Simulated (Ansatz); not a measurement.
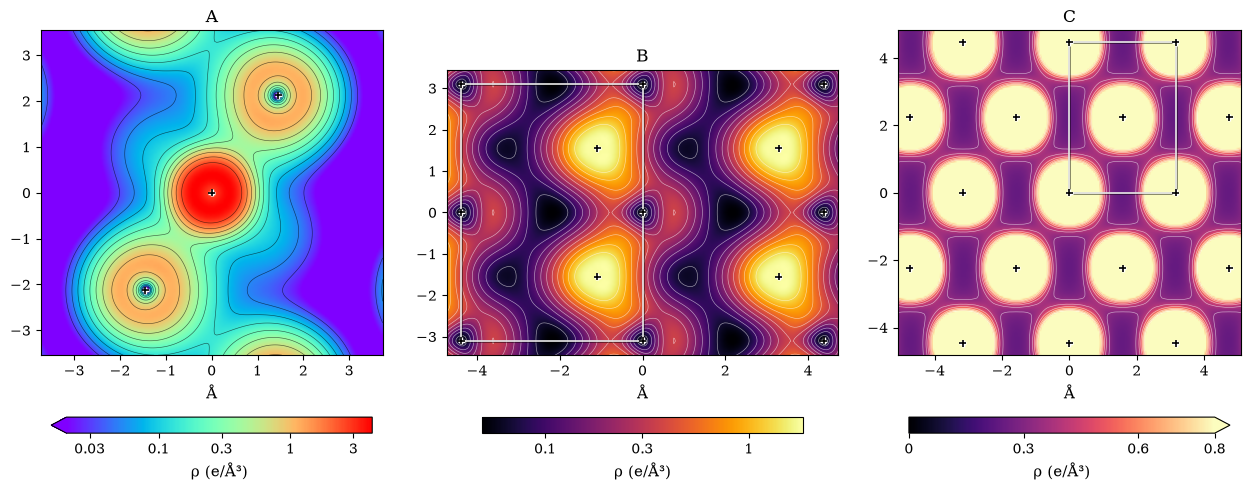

The valence charge density (pseudo) of 3 systems, each on a plane through atoms (crosses mark nuclei in the plane).

Theory: Ansatz, DFT PBE, scalar-relativistic, plane waves, PAW.

System 1: Mo, the (011) plane of the conventional cell. Space group Im-3m; computed without spin polarisation.

```
Mo
1.0
     3.16044    0.00000    0.00000
     0.00000    3.16044    0.00000
     0.00000    0.00000    3.16044
Mo
2
Direct
  0.00000 0.00000 0.00000
  0.50000 0.50000 0.50000
```

System 2: ZrS2, the (110) plane of the conventional cell. Space group P-3m1; a structure from a database of computed crystals, not necessarily the ambient phase.

```xyz
3
Lattice="3.6852 0.0000 0.0000 -1.8426 3.1915 0.0000 0.0000 0.0000 6.7579" Properties=species:S:1:pos:R:3 pbc="T T T"
Zr    0.0000    0.0000    0.0000
S     1.8426    1.0638    5.3096
S     0.0000    2.1277    1.4484
```

System 3: SiC, the (110) plane of the conventional cell. Space group F-43m.

```xyz
8
Lattice="4.3797 0.0000 0.0000 0.0000 0.0000 -4.3797 0.0000 4.3797 0.0000" Properties=species:S:1:pos:R:3 pbc="T T T"
Si    2.1899    0.0000   -2.1899
Si    0.0000    2.1899   -2.1899
Si    0.0000    0.0000    0.0000
Si    2.1899    2.1899    0.0000
C     3.2848    1.0949   -3.2848
C     1.0949    3.2848   -3.2848
C     1.0949    1.0949   -1.0949
C     3.2848    3.2848   -1.0949
```

Which map belongs to which system?

Answer. Panel A is system 2, ZrS2: the plane holds Zr and S. Zr–S (2.57 Å): ρ is about 0.43 e/Å³ halfway. Panel B is system 3, SiC: the plane holds Si and C. Si–C (1.90 Å): ρ is about 0.87 e/Å³ halfway. Panel C is system 1, Mo: the plane holds Mo. Mo–Mo (2.74 Å): ρ is about 0.37 e/Å³ halfway.
